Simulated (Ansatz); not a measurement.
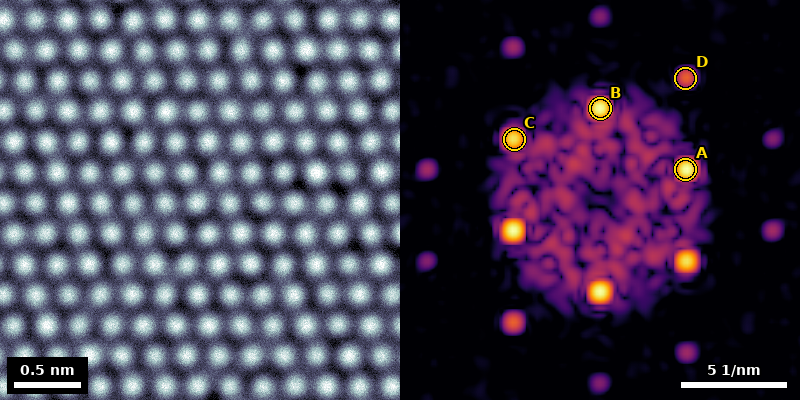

Dark-field STEM-like image of Mo (Fm-3m, No. 225) along [110]. The image is simulated as a sum over atoms of Z^1.8, blurred by a 1.30 Å probe (no channelling). The probe carries 15 % of its weight in a tail 2.5 times as wide. The display is stretched by a gamma of 0.65; percentages refer to the linear signal. Shot noise and the speckle of an amorphous layer were added. Model: the input geometry of a calculation; the starting structure was generated, so it need not be a known form of this composition.

The right panel is the modulus of the image's Fourier transform on a logarithmic scale.

a = 3.969 Å, b = 3.969 Å, c = 3.969 Å, α = 90.00°, β = 90.00°, γ = 90.00°

Index the marked spots and give their plane spacings (the zone axis points at the viewer; indices equivalent by symmetry, or all signs reversed, are as good).

A: (1 -1 1), d = 2.29 Å; B: (1 -1 -1), d = 2.29 Å; C: (0 0 -2), d = 1.98 Å; D: (2 -2 0), d = 1.40 Å. A and B enclose 71°, and every spot obeys the zone law hu + kv + lw = 0 for [110].
